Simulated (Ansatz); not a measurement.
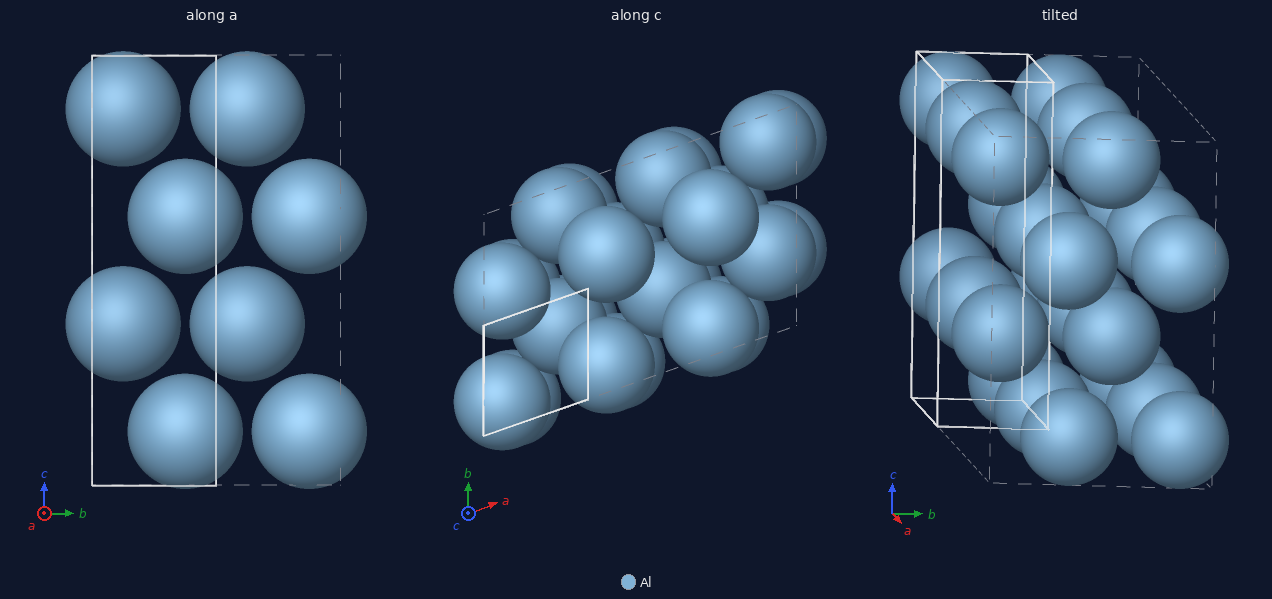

An orthographic space-filling view of the structure, along the a axis, along the c axis and slightly off an axis. The structure is repeated 3×2×1 times; solid lines mark one conventional unit cell. Cell: a = 2.762 Å, b = 2.762 Å, c = 9.036 Å, α = 88.83°, β = 86.50°, γ = 70.53°.

Characterise what is shown.

- The element is aluminium.
- The lattice is primitive triclinic and the space group P-1 (No. 2).
- The cell holds four atoms.

The model was built from a structure listed in the Materials Project. The cell was then strained or its atoms displaced on purpose. A calculation with Ansatz used it as input.
